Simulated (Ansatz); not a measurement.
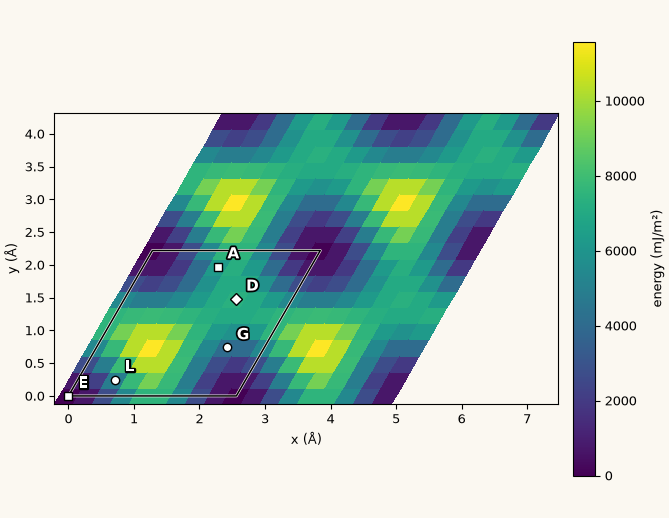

BN (F-43m, No. 216; 12 atoms in the cell). Gamma surface: rigid slide across a plane, one fault a cell; the plane is (1 −1 1) of the conventional cell, and the faces at the cut hold N and B. Places are given modulo a cell vector. The map is drawn in real space over the plane of the slide. Nothing is relaxed (rigid halves, spacing across the cut fixed). Grid: 9 × 9 points; 19 points were computed and 62 follow by symmetry. Energies are in mJ/m², from the lowest grid point. All numbers below come from DFT PBE, scalar-relativistic, plane waves, PAW in Ansatz. Settings: cutoff 520 eV, k-mesh 10×10×2 in the order of the run's cell vectors, gaussian smearing 0.05 eV, no spin polarisation.

Drawn: one coloured cell a grid point, the outline of one cell of the 2 × 2 shown, lettered points.

Q: Is E the lowest point of the computed grid?

A: Yes. E, at (0/9, 0/9) of the cell vectors, has the lowest energy of the grid.

Q: What kind of point is each of A, D, E, G, L: minimum, saddle, maximum or slope?

A: A: on a slope; D: maximum; E: minimum; G: on a slope; L: on a slope. (In these two coordinates alone; a stationary point may lie a little off the grid point.)

Q: Rank the lettered points by energy, lowest first.

A: E (0 mJ/m²), G (4049 mJ/m²), L (4864 mJ/m²), A (6277 mJ/m²), D (7360 mJ/m²).

PAW datasets: the set soft_1.
